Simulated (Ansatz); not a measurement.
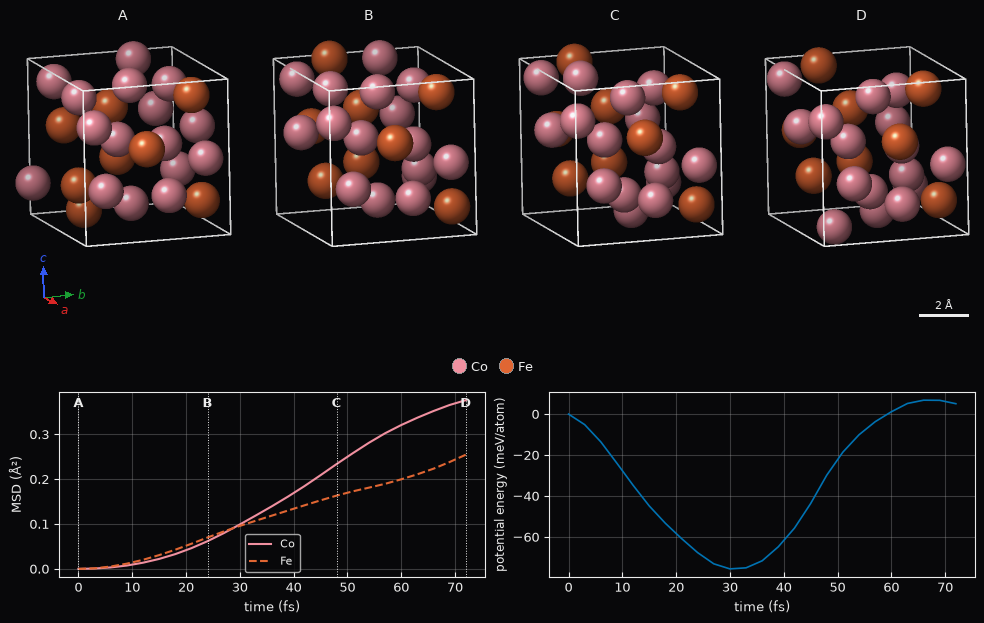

A Born-Oppenheimer molecular dynamics run of an amorphous cell of composition FeCo$_{2}$ (24 atoms in the cell), 72 fs long. Frames (A at 0 fs, B at 24 fs, C at 48 fs, D at 72 fs) and the history of the run. Style: spheres-only. Shown: the simulation cell, slightly off an axis. Atoms that leave the cell re-enter on the other side.

The calculation used DFT PBE, scalar-relativistic, plane waves, PAW in Ansatz. Settings: plane-wave cutoff 420 eV; k-point mesh 1 × 1 × 1; Fermi-Dirac smearing 0.222 eV; set temperature 2580 K; time step 3 fs.

Input file:
```yaml
crystal:
  lattice:
    - [6.685024, 0.006599, -0.19647]
    - [0.006599, 6.29341, 0.020057]
    - [-0.19647, 0.020057, 6.445154]
  atoms:
    - { symbol: Co, position: [0.4545249708, 0.5173543488, 0.1206087319] }
    - { symbol: Co, position: [0.5505398837, 0.3966500495, 0.5608032511] }
    - { symbol: Co, position: [0.7496065182, 0.2340573524, 0.2802470414] }
    - { symbol: Co, position: [0.8581732071, 0.8857628108, 0.4670960395] }
    - { symbol: Co, position: [0.3401067685, 0.8889893031, 0.289795003] }
    - { symbol: Co, position: [0.5167559337, 0.775818973, 0.8834031257] }
    - { symbol: Co, position: [0.5753272891, 0.1267325732, 0.8555037485] }
    - { symbol: Co, position: [0.8789670998, 0.1126502531, 0.7247437118] }
    - { symbol: Co, position: [0.6192047449, 0.6946673576, 0.5269316819] }
    - { symbol: Co, position: [0.0148570431, 0.0099484906, 0.1985218861] }
    - { symbol: Co, position: [0.2537731847, 0.0786442161, 0.895769968] }
    - { symbol: Co, position: [0.1591855823, 0.6666399063, 0.9768251767] }
    - { symbol: Co, position: [0.7121329017, 0.4258801839, 0.9401682406] }
    - { symbol: Co, position: [0.4479407463, 0.9887858586, 0.5836469541] }
    - { symbol: Co, position: [0.862892966, 0.6268726834, 0.2476306975] }
    - { symbol: Co, position: [0.146693828, 0.817526361, 0.6445798729] }
    - { symbol: Fe, position: [0.6722998828, 0.9240298643, 0.1559295419] }
    - { symbol: Fe, position: [0.3220071362, 0.4352075465, 0.7206492766] }
    - { symbol: Fe, position: [0.9409805899, 0.4492823231, 0.5751983599] }
    - { symbol: Fe, position: [0.0410923163, 0.3486650405, 0.0058346306] }
    - { symbol: Fe, position: [0.1631268404, 0.1753085874, 0.588073598] }
    - { symbol: Fe, position: [0.2085319805, 0.5232291014, 0.3681930303] }
    - { symbol: Fe, position: [0.8550612809, 0.7977907592, 0.8795260384] }
    - { symbol: Fe, position: [0.304172677, 0.21669664, 0.2273402541] }
  symmetry: { detect: false }
basis:
  ecutwfc: 420
  xc_grid: 1
kpoints:
  mp_grid: { grid: [1, 1, 1], shift: [0.25, 0.25, 0.25] }
hamiltonian:
  xc: pbe
scf:
  occupations: { method: fermi_dirac, width: 0.2223 }
  lower_state_search: "off"
  convergence: { dr2_threshold: 1.0e-05 }
output:
  forces: true
  stress: true
md:
  timestep: 3.0
  n_steps: 24
  ensemble: nvt_langevin
  friction: 0.005
  temperature: 2580.0
  initial_velocities: maxwell_boltzmann
  seed: 89961
```

Command:
```bash
ansatz run input.yaml --threads 2 --pin off --max-ram 5120MiB --backend cpu --events-out ev --progress --plain --runs-dir out
```

Question: What happens in this trajectory?

Answer: Root-mean-square distances from the starting positions over the second half, with the common drift of all atoms taken out: Co 0.52 Å, Fe 0.43 Å. The run lasts only 72 fs, too short to tell vibration from diffusion. Over the second half the temperature averages 2323 K (spread ±200 K). The potential energy is still drifting at the end, so the run hasn't reached equilibrium. The potential energy in the second half lies on average 21.0 meV per atom below the first frame. The mean pressure there is 9.9 GPa.

Limits of the set-up: the k-point mesh is coarse for a cell with partly filled bands; the periodic images lie only 6.3 Å apart, so the values are limited by the cell's size.

The run took 6.8 min on 2 threads of AMD EPYC (Zen 3), with other jobs on the host, peak memory 0.74 GiB.
